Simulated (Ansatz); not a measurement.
**SnSe₂: density, localisation and related maps**

```xyz
12
Lattice="6.8137 0.0000 0.0000 0.0000 6.8137 0.0000 0.0000 0.0000 6.8137" Properties=species:S:1:pos:R:3 pbc="T T T"
Sn    0.0000    0.0000    0.0000
Sn    3.4069    3.4069    0.0000
Sn    3.4069    0.0000    3.4069
Sn    0.0000    3.4069    3.4069
Se    1.7034    1.7034    1.7034
Se    5.1103    5.1103    1.7034
Se    5.1103    1.7034    5.1103
Se    1.7034    5.1103    5.1103
Se    5.1103    1.7034    1.7034
Se    1.7034    5.1103    1.7034
Se    1.7034    1.7034    5.1103
Se    5.1103    5.1103    5.1103
```

Space group Fm-3m; started from the fluorite prototype, which need not be the ambient phase.

These are results of Ansatz 0.2.0, DFT, HSE06, plane waves, PAW, not measurements.

The density is the valence pseudo-density of a PAW calculation; it isn't the true density close to the nuclei.

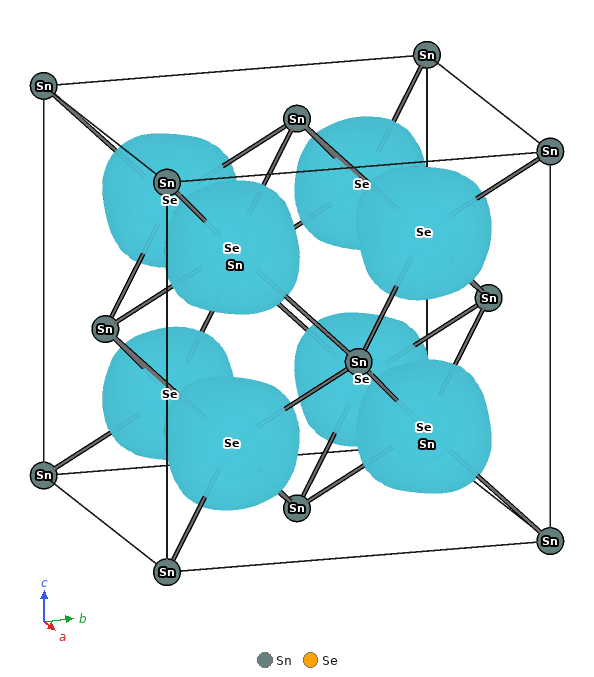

Figure 1. Isosurface of the ELF at 0.7 (cyan), seen slightly off an axis. Core shells and regions of very low density are left out. Sticks mark near contacts.

### What do the ELF domains correspond to?

At this value the surface marks out eight regions wrapped around Se (the valence shell of each), counted in one cell of 12 atoms. Regions shared between cells count once.


Sn–Se (2.95 Å): the ELF is about 0.50 at the midpoint and 0.25 at its lowest between the atoms.

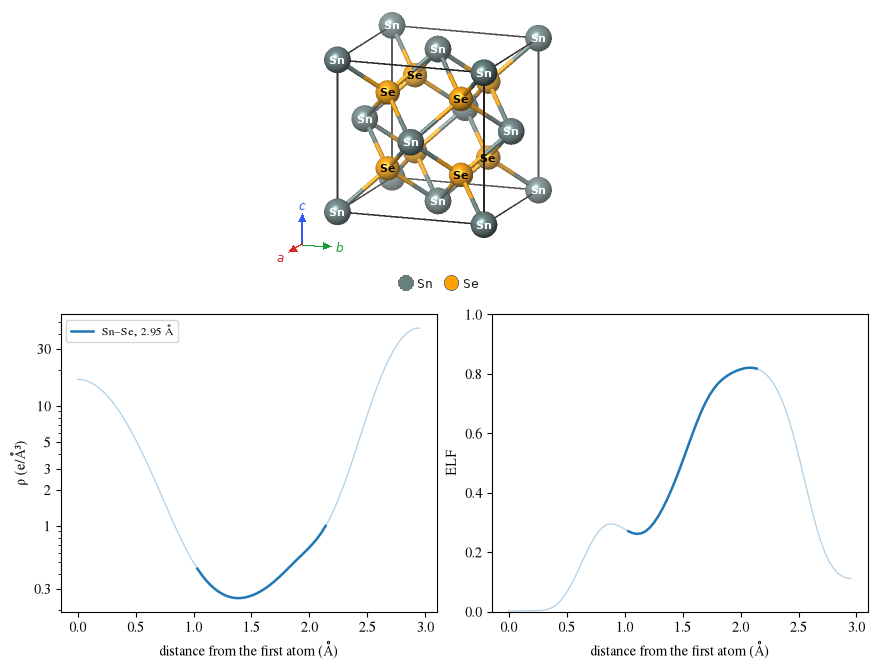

Figure 2. Valence pseudo-density and ELF along straight lines between neighbouring atoms. Thin, pale parts lie inside the atomic spheres. The structure is drawn too.

### What can be read from the curves?

Sn–Se (2.95 Å): the density is about 0.26 e/Å³ at the midpoint; the ELF is about 0.50 at the midpoint and 0.25 at its lowest between the atoms.
